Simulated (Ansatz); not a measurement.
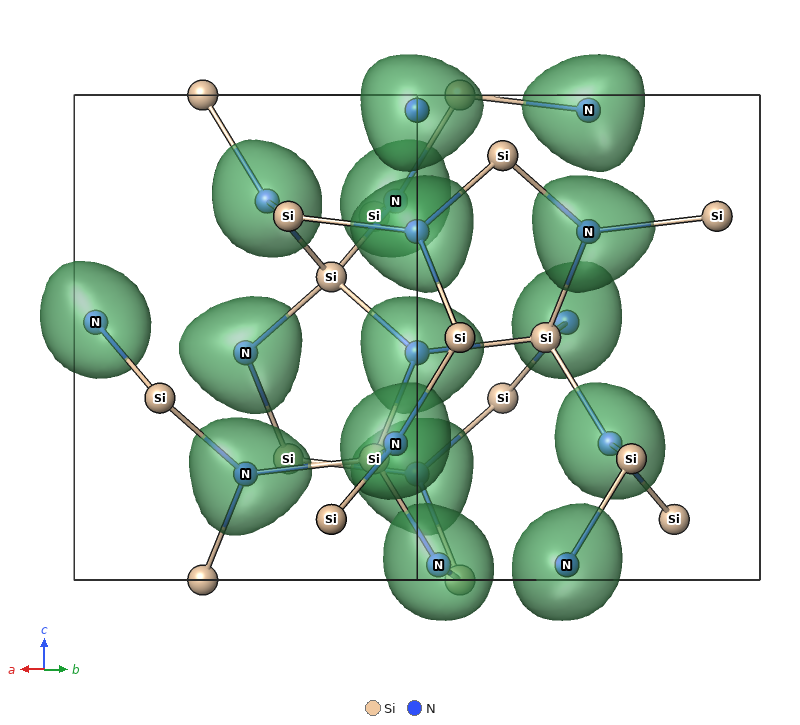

Figure. Si$_{3}$N$_{4}$. Isosurface of the valence pseudo-density at 1 e/Å³ (green), seen along [110]. Sticks mark near contacts.

Space group I-43d; a structure from a database of computed crystals, not necessarily the ambient phase; computed pressure about −6 GPa in this cell.

Level of theory: DFT, r2SCAN, plane-wave PAW, default files, scalar-relativistic (Ansatz 0.2.0).

**What does this surface tell about the bonding?**

At this value the density breaks into separate islands; it holds about 45 % of the electrons treated as valence. It bridges none of the near contacts. It is pinched off along the shortest Si–N (1.76 Å) contacts. On the grid the lowest density along these lines, outside the cores, is 0.81 e/Å³ (Si–N, 1.76 Å).
